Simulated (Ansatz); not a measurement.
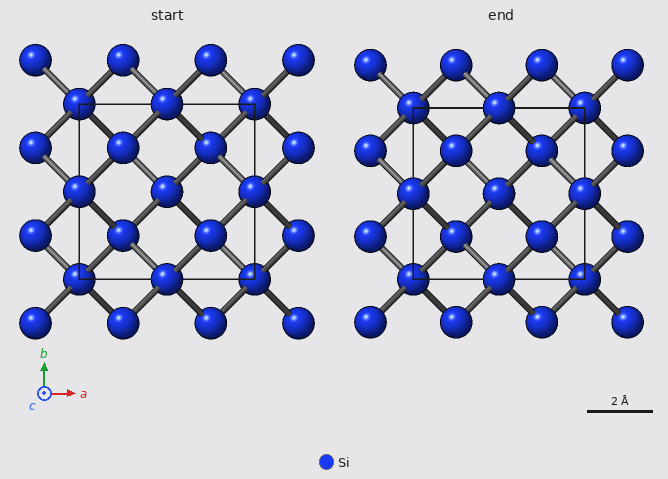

The structure of crystalline Si (set up in Fd-3m) before (left) and after (right) a relaxation, at one scale.

The picture is a ball-and-stick view of the conventional cell (4 times the calculation's cell), seen along the c axis. Lengths and directions refer to the drawn axes.

Case: relaxed at 7 GPa.

Method: DFT PBE, scalar-relativistic, plane waves, PAW in Ansatz.

Input file:
```yaml
crystal:
  lattice:
    - [0.0, 2.7350573033, 2.7350573033]
    - [2.7350573033, 0.0, 2.7350573033]
    - [2.7350573033, 2.7350573033, 0.0]
  atoms:
    - { symbol: Si, position: [0.5, 0.5, 0.5] }
    - { symbol: Si, position: [0.75, 0.75, 0.75] }
basis:
  ecutwfc: 420
kpoints:
  mp_grid: { grid: [10, 10, 10] }
hamiltonian:
  xc: pbe
scf:
  occupations: { method: fixed }
output:
  forces: true
  stress: true
  eigenvalues: true
  write_density: true
  write_potential: true
  elf: true
  volumetric_format: npy
relax:
  adjacent_minimum: "off"
  f_tol: 0.001
  max_steps: 60
  cell: { stress_tol: 0.02, p_target: 7.0 }
```

Command:
```bash
ansatz run input.yaml --threads 1 --pin off --max-ram 3072MiB --backend cpu --events-out ev --progress --plain --runs-dir out
```

Describe what moved and what it gained.

Answer. The atoms keep their places relative to the cell (all moves are under 0.005 Å). The drawn cell changes as follows: a = b = c 5.470 → 5.348 Å (−2.2 %); the volume changes by −6.6 %. Some distances before and after: Si1–Si2 2.369 → 2.316 Å. The space group stays Fd-3m (No. 227). The energy rises by 55.3 meV per cell of the calculation in 3 accepted moves (4 points after the start). With the target pressure of 7 GPa, the enthalpy E + pV changes by −62.2 meV per cell of the calculation. All forces vanish by symmetry, so only the cell relaxes. Pressure: 0.01 GPa at the start and 6.99 GPa at the end. At 1 point the geometry stayed and the basis and grid were re-selected for the new cell (energy shift of 0.2 meV per cell of the calculation at most each time).
